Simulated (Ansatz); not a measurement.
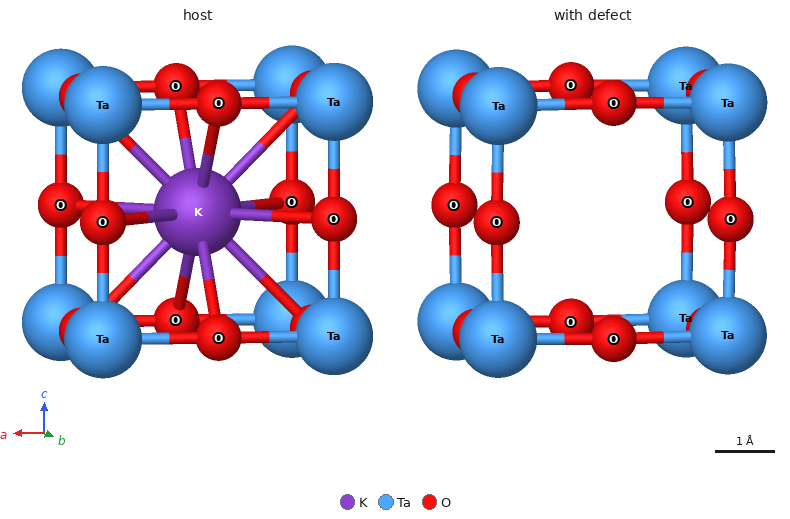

Left: perfect KTaO3. Right: the same region with one point defect, after relaxing the atoms in a supercell of 40 sites. Style: ball-and-stick. Shown: the atoms within 3.8 Å of one point, from a free direction.

Level of theory: Ansatz 0.2.0, DFT, PBEsol, PAW, plane waves. Set-up: plane-wave cutoff 420 eV; k-point mesh 1 × 1 × 1; mesh shifted by (0.25, 0.25, 0.25); no spin polarisation. Fermi-Dirac smearing of 0.01 eV. A uniform background neutralises the charged cell. The axes drawn are those of the host's conventional cell.

**Which defect is it?**

A potassium atom is taken out (a vacancy).

The charge state of the cell is −1.

**How does the lattice respond?**

Around the empty K site the host had 12 O at 2.82 Å; after relaxation the nearest atoms are 12 O at 2.84 to 2.85 Å. Of the host's atoms, an oxygen atom moves furthest from its site, by 0.03 Å.

Limits of the set-up: the periodic images lie only 8.0 Å apart, so the values are limited by the cell's size; the cell is charged, on a uniform background, and energies carry no finite-size correction.
